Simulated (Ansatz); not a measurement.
**Pd₁₆H: single-point calculation (part 2 of 2)**

The same run, continued: Pd₁₆H (defect cell, 17 atoms in the cell); DFT, PBEsol, plane waves, PAW, no spin polarisation (Ansatz 0.2.0); cutoff 420 eV, 4×4×4 k-mesh, Gaussian smearing of 0.1 eV. The structure derives from a Materials Project entry.

Geometry of the input (Å; fractional positions):
```
3.8750  3.8750  3.8750
3.8750  -3.8750  -3.8750
-3.8750  3.8750  -3.8750
Pd 0.0007  0.7509  0.2497
Pd 0.2476  0.7478  -0.0003
Pd 0.0007  0.5009  0.4997
Pd 0.5006  0.7477  0.7466
Pd 0.2507  0.5009  0.2497
Pd 0.7507  0.7509  0.4997
Pd 0.5007  0.5009  -0.0003
Pd 0.0007  0.2509  0.7497
Pd 0.2507  0.2509  0.4997
Pd 0.7507  0.5009  0.7497
Pd 0.0007  0.0009  -0.0003
Pd 0.5006  0.2540  0.2529
Pd 0.7539  0.2541  -0.0003
Pd 0.2474  0.0008  0.7466
Pd 0.5007  0.0009  0.4997
Pd 0.7537  0.0008  0.2528
H  0.5020  0.0027  -0.0008
```

### Output, continued
```
  k-point 0: bands = ["-63.9699", "-63.9480", "-63.9446", "-63.9443", "-63.9350", "-63.9343", "-63.9013", "-63.8928", "-63.8928", "-63.8848", "-63.8763", "-63.8763", "-63.8725", "-63.8699", "-63.8699", "-63.8625", "-29.8931", "-29.8700", "-29.8671", "-29.8669", "-29.8424", "-29.8424", "-29.8149", "-29.8085", "-29.8085", "-29.8028", "-29.7997", "-29.7997", "-29.7508", "-29.7507", "-29.7443", "-29.7171", "-29.7170", "-29.7065", "-29.6660", "-29.6660", "-29.6511", "-29.6456", "-29.6368", "-29.6368",
      "-29.6272", "-29.6272", "-29.6182", "-29.6158", "-29.6066", "-29.6066", "-29.5996", "-29.5996", "-29.5635", "-29.5635", "-29.5610", "-29.5525", "-29.5465", "-29.5465", "-29.5434", "-29.5369", "-29.5368", "-29.5360", "-29.5236", "-29.4997", "-29.4997", "-29.4942", "-29.4725", "-29.4725", "11.8459", "13.7243", "14.9012", "14.9012", "14.9771", "15.1184", "15.1184", "15.1828", "15.1876", "15.1876", "15.5113", "15.6285", "15.6286", "15.6521", "15.6751", "15.6751",
      "15.6818", "15.7042", "15.7042", "16.0120", "16.4495", "16.4496", "16.5276", "16.5724", "16.5724", "16.5858", "16.5964", "16.5964", "16.8822", "16.9080", "16.9080", "16.9527", "16.9527", "16.9720", "16.9954", "17.0128", "17.0129", "17.0409", "17.2950", "17.3694", "17.3695", "17.3738", "17.3739", "17.4131", "17.4163", "17.4163", "17.7126", "17.7127", "17.7570", "18.2101", "18.2417", "18.2419", "18.2425", "18.3349", "18.3349", "18.3534",
      "18.3680", "18.3680", "18.6956", "18.7244", "18.7245", "18.7974", "18.7974", "19.2058", "19.2059", "19.2472", "19.5636", "19.5638", "19.5761", "19.5931", "19.5960", "19.5962", "19.6160", "19.6160", "19.6509", "19.6796", "19.6796", "19.6915", "20.2609", "20.3012", "20.3090", "20.3090", "20.3329", "20.3330", "21.9916", "22.5354", "22.5354", "22.5728", "22.6006", "22.6006", "23.6960", "23.7849", "23.7849", "24.5720", "25.0364", "25.0364",
      "27.7997", "28.4675", "28.4675", "29.0606", "30.5484", "30.5484", "30.8417", "30.8749", "30.8749", "31.2331", "31.4570", "31.5012", "31.5014", "32.2645"]
  k-point 1: bands = ["-63.9638", "-63.9524", "-63.9471", "-63.9457", "-63.9345", "-63.9337", "-63.8981", "-63.8969", "-63.8947", "-63.8825", "-63.8779", "-63.8753", "-63.8718", "-63.8685", "-63.8664", "-63.8658", "-29.9040", "-29.8759", "-29.8581", "-29.8547", "-29.8372", "-29.8306", "-29.8274", "-29.8202", "-29.8177", "-29.8167", "-29.8163", "-29.8150", "-29.7525", "-29.7478", "-29.7149", "-29.7126", "-29.6989", "-29.6767", "-29.6704", "-29.6561", "-29.6559", "-29.6432", "-29.6414", "-29.6390",
      "-29.6225", "-29.6225", "-29.6145", "-29.6062", "-29.6050", "-29.5975", "-29.5854", "-29.5853", "-29.5794", "-29.5771", "-29.5762", "-29.5645", "-29.5621", "-29.5608", "-29.5605", "-29.5542", "-29.5145", "-29.5113", "-29.5067", "-29.5066", "-29.4999", "-29.4961", "-29.4838", "-29.4784", "11.9782", "14.2122", "14.4862", "14.7643", "14.9378", "15.2459", "15.2891", "15.3059", "15.3179", "15.3280", "15.3396", "15.3399", "15.4352", "15.4784", "15.4901", "15.5186",
      "15.6384", "15.7609", "15.7851", "15.7996", "15.8804", "15.9242", "16.1839", "16.3368", "16.4237", "16.4300", "16.5441", "16.5935", "16.8122", "16.8664", "17.2071", "17.2950", "17.3261", "17.4152", "17.4263", "17.4280", "17.4869", "17.4952", "17.5003", "17.5163", "17.5263", "17.5372", "17.5567", "17.5635", "17.5940", "17.5998", "17.7959", "17.8151", "17.8693", "17.8729", "17.9331", "17.9520", "18.0354", "18.0524", "18.1846", "18.1900",
      "18.2357", "18.2483", "18.5953", "18.6186", "18.9007", "18.9156", "18.9348", "18.9358", "18.9648", "19.0149", "19.1629", "19.1687", "19.2395", "19.2454", "19.4698", "19.4860", "20.0590", "20.0713", "20.0739", "20.0753", "20.1027", "20.1031", "20.1054", "20.1177", "20.1200", "20.1284", "20.1463", "20.1591", "21.5738", "21.8554", "22.8104", "23.0911", "23.1054", "23.1891", "23.9760", "24.4550", "24.5472", "24.5744", "25.6986", "25.8938",
      "27.5473", "27.8199", "28.0822", "28.0890", "28.3996", "28.4086", "29.4403", "30.2950", "30.7258", "31.0024", "31.0729", "31.1151", "31.3328", "32.4329"]
  k-point 2: bands = ["-63.9699", "-63.9478", "-63.9449", "-63.9443", "-63.9350", "-63.9342", "-63.9013", "-63.8928", "-63.8928", "-63.8848", "-63.8763", "-63.8763", "-63.8725", "-63.8699", "-63.8699", "-63.8625", "-29.8931", "-29.8699", "-29.8671", "-29.8670", "-29.8424", "-29.8424", "-29.8149", "-29.8085", "-29.8085", "-29.8028", "-29.7997", "-29.7997", "-29.7508", "-29.7507", "-29.7443", "-29.7171", "-29.7170", "-29.7066", "-29.6660", "-29.6659", "-29.6511", "-29.6456", "-29.6368", "-29.6368",
      "-29.6272", "-29.6272", "-29.6182", "-29.6158", "-29.6066", "-29.6066", "-29.5996", "-29.5996", "-29.5635", "-29.5635", "-29.5611", "-29.5525", "-29.5465", "-29.5465", "-29.5434", "-29.5369", "-29.5368", "-29.5360", "-29.5236", "-29.4997", "-29.4997", "-29.4942", "-29.4725", "-29.4725", "11.8459", "13.7244", "14.9012", "14.9012", "14.9771", "15.1184", "15.1184", "15.1828", "15.1876", "15.1876", "15.5113", "15.6285", "15.6286", "15.6521", "15.6751", "15.6751",
      "15.6818", "15.7042", "15.7042", "16.0120", "16.4495", "16.4495", "16.5276", "16.5724", "16.5724", "16.5858", "16.5964", "16.5964", "16.8822", "16.9080", "16.9080", "16.9527", "16.9528", "16.9720", "16.9954", "17.0128", "17.0129", "17.0409", "17.2951", "17.3693", "17.3694", "17.3739", "17.3740", "17.4131", "17.4163", "17.4163", "17.7126", "17.7127", "17.7570", "18.2101", "18.2417", "18.2418", "18.2424", "18.3349", "18.3349", "18.3534",
      "18.3680", "18.3680", "18.6956", "18.7244", "18.7245", "18.7974", "18.7974", "19.2058", "19.2059", "19.2472", "19.5637", "19.5638", "19.5760", "19.5932", "19.5960", "19.5961", "19.6160", "19.6160", "19.6509", "19.6796", "19.6796", "19.6915", "20.2609", "20.3012", "20.3090", "20.3090", "20.3329", "20.3330", "21.9916", "22.5354", "22.5354", "22.5728", "22.6006", "22.6006", "23.6959", "23.7849", "23.7849", "24.5720", "25.0364", "25.0364",
      "27.7996", "28.4675", "28.4675", "29.0608", "30.5483", "30.5484", "30.8417", "30.8749", "30.8749", "31.2330", "31.4572", "31.5012", "31.5013", "32.2645"]
  k-point 31: bands = ["-63.9699", "-63.9480", "-63.9446", "-63.9442", "-63.9350", "-63.9343", "-63.9013", "-63.8928", "-63.8928", "-63.8848", "-63.8763", "-63.8763", "-63.8725", "-63.8699", "-63.8699", "-63.8625", "-29.8931", "-29.8700", "-29.8671", "-29.8669", "-29.8424", "-29.8424", "-29.8149", "-29.8085", "-29.8085", "-29.8028", "-29.7997", "-29.7997", "-29.7508", "-29.7507", "-29.7443", "-29.7171", "-29.7170", "-29.7065", "-29.6660", "-29.6660", "-29.6511", "-29.6456", "-29.6368", "-29.6368",
      "-29.6272", "-29.6272", "-29.6182", "-29.6158", "-29.6066", "-29.6066", "-29.5996", "-29.5996", "-29.5635", "-29.5635", "-29.5610", "-29.5525", "-29.5465", "-29.5465", "-29.5434", "-29.5369", "-29.5368", "-29.5360", "-29.5236", "-29.4997", "-29.4997", "-29.4942", "-29.4725", "-29.4725", "11.8459", "13.7243", "14.9012", "14.9012", "14.9771", "15.1184", "15.1184", "15.1828", "15.1876", "15.1876", "15.5113", "15.6285", "15.6286", "15.6521", "15.6751", "15.6751",
      "15.6818", "15.7042", "15.7042", "16.0120", "16.4495", "16.4496", "16.5276", "16.5724", "16.5724", "16.5858", "16.5964", "16.5964", "16.8822", "16.9080", "16.9080", "16.9527", "16.9527", "16.9720", "16.9954", "17.0128", "17.0129", "17.0409", "17.2950", "17.3694", "17.3695", "17.3738", "17.3739", "17.4131", "17.4163", "17.4163", "17.7126", "17.7127", "17.7570", "18.2101", "18.2417", "18.2419", "18.2425", "18.3349", "18.3349", "18.3534",
      "18.3680", "18.3680", "18.6956", "18.7244", "18.7245", "18.7974", "18.7974", "19.2058", "19.2059", "19.2472", "19.5636", "19.5638", "19.5761", "19.5931", "19.5960", "19.5962", "19.6160", "19.6160", "19.6509", "19.6796", "19.6796", "19.6915", "20.2609", "20.3012", "20.3090", "20.3090", "20.3329", "20.3330", "21.9916", "22.5354", "22.5354", "22.5728", "22.6006", "22.6006", "23.6960", "23.7849", "23.7849", "24.5720", "25.0364", "25.0364",
      "27.7997", "28.4675", "28.4675", "29.0606", "30.5484", "30.5484", "30.8417", "30.8749", "30.8749", "31.2331", "31.4571", "31.5012", "31.5014", "32.2645"]
```

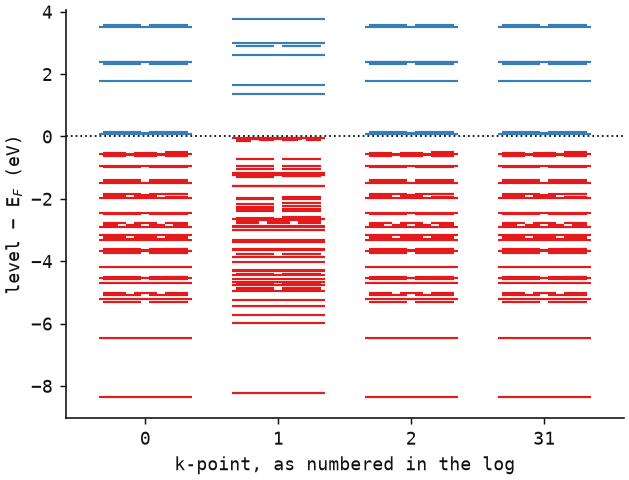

**Figure 1.** Kohn–Sham levels near the Fermi level (dotted) at the few k-points that the log prints; levels within 0.02 eV of each other stand side by side. The system is metallic on the full mesh.
